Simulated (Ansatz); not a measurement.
Cs$_{15}$Br$_{16}$ (cell charge −1, with a compensating background) (cell with a defect)

```cif
data_structure
_symmetry_space_group_name_H-M 'P 1'
_symmetry_Int_Tables_number 1
_cell_length_a 12.2347
_cell_length_b 12.2347
_cell_length_c 12.2347
_cell_angle_alpha 60.000
_cell_angle_beta 60.000
_cell_angle_gamma 60.000
_cell_volume 1294.99
loop_
_atom_site_label
_atom_site_type_symbol
_atom_site_fract_x
_atom_site_fract_y
_atom_site_fract_z
_atom_site_occupancy
Cs1 Cs 0.50000 0.00000 0.00000 1
Cs2 Cs 0.00000 0.50000 0.00000 1
Cs3 Cs 0.00000 0.00000 0.50000 1
Cs4 Cs 0.25000 0.25000 0.25000 1
Cs5 Cs 0.50000 0.50000 0.00000 1
Cs6 Cs 0.50000 0.00000 0.50000 1
Cs7 Cs 0.76226 0.23774 0.23774 1
Cs8 Cs 0.00000 0.50000 0.50000 1
Cs9 Cs 0.23774 0.76226 0.23774 1
Cs10 Cs 0.23774 0.23774 0.76226 1
Cs11 Cs 0.50000 0.50000 0.50000 1
Cs12 Cs 0.76226 0.76226 0.23774 1
Cs13 Cs 0.76226 0.23774 0.76226 1
Cs14 Cs 0.23774 0.76226 0.76226 1
Cs15 Cs 0.75000 0.75000 0.75000 1
Br1 Br 0.12886 0.12886 0.12886 1
Br2 Br 0.61343 0.12886 0.12886 1
Br3 Br 0.12886 0.61343 0.12886 1
Br4 Br 0.12886 0.12886 0.61343 1
Br5 Br 0.37582 0.37582 0.37582 1
Br6 Br 0.62418 0.62418 0.12745 1
Br7 Br 0.62418 0.12745 0.62418 1
Br8 Br 0.87255 0.37582 0.37582 1
Br9 Br 0.12745 0.62418 0.62418 1
Br10 Br 0.37582 0.87255 0.37582 1
Br11 Br 0.37582 0.37582 0.87255 1
Br12 Br 0.62418 0.62418 0.62418 1
Br13 Br 0.87114 0.87114 0.38657 1
Br14 Br 0.87114 0.38657 0.87114 1
Br15 Br 0.38657 0.87114 0.87114 1
Br16 Br 0.87114 0.87114 0.87114 1
```

The calculation used DFT, PBE, plane-wave PAW, default files, scalar-relativistic (Ansatz).

In a PAW calculation such maps are meaningful between the atoms, not at the nuclei.

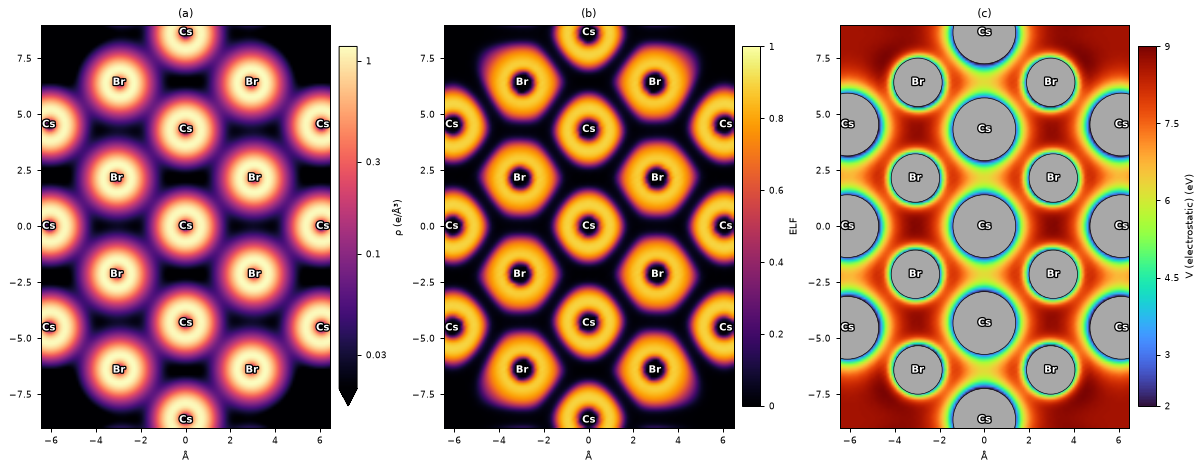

Figure 1. (a) valence pseudo-density; (b) ELF; (c) electrostatic potential energy of an electron on the (11̄0) plane of the calculation cell. Grey discs cover the atomic cores in the potential map.

Q: Describe what can be read from this map.

A: The section cuts through Cs and Br sites.
Cs–Br (3.63 Å): ρ at the midpoint is about 0.07 e/Å³; the ELF is about 0.05 at the midpoint; an ionic contact with no shared pair.
Cs–Br (3.67 Å): ρ is about 0.07 e/Å³ halfway; the ELF is about 0.05 at the midpoint (an ionic contact with no shared pair).
Cs–Br (3.72 Å): the density is about 0.06 e/Å³ at the midpoint; the ELF is about 0.05 at the midpoint (a largely ionic contact).
Cs–Br (3.77 Å): ρ at the midpoint is about 0.06 e/Å³; the ELF is about 0.05 at the midpoint (a largely ionic contact).
Cs–Br (3.87 Å): ρ is about 0.05 e/Å³ halfway; the ELF is about 0.05 at the midpoint: an ionic contact with no shared pair.
The density dies away to nearly zero in the voids.
The features right at Cs lie inside the PAW spheres, where the map follows smoothed inner orbitals and isn't to be read closely.
Outside the cores the potential energy rises away from the atoms and is highest about 1.9 Å from the nearest atoms; its zero is arbitrary.

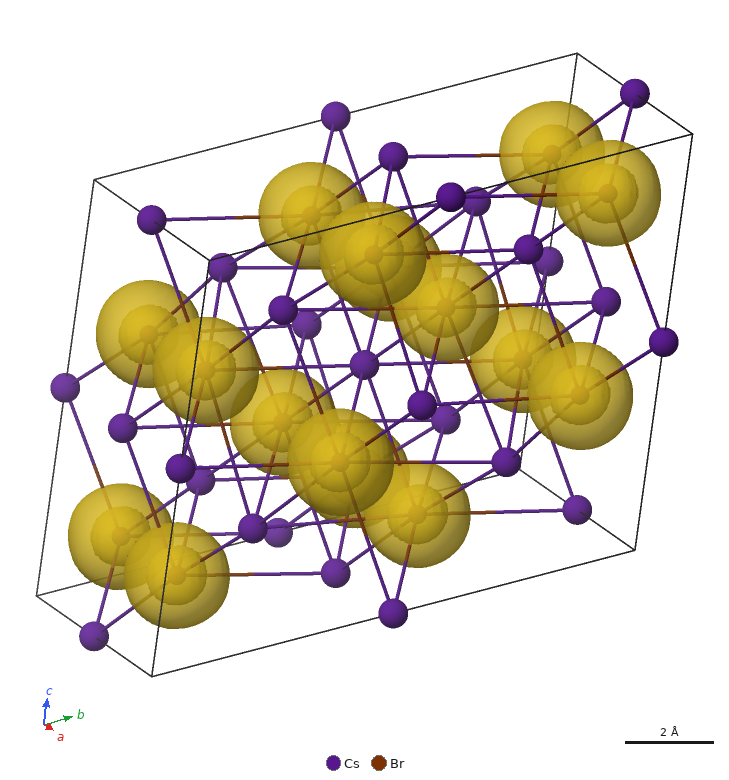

Figure 2. Isosurface of the electron localisation function at 0.8 (yellow), seen slightly off an axis. Only the valence region is drawn (cores and ρ < 0.01 e/Å³ removed). Sticks mark near contacts.

Q: Describe the localisation domains.

A: The surface consists of 16 regions wrapped around Br (the valence shell of each), counted in one cell of 31 atoms. Regions shared between cells count once.

Q: Metal or insulator at this level of theory?

A: It is gapped, with a Kohn–Sham gap of 4.4 eV on the k-point mesh, an upper bound to the gap of this method.
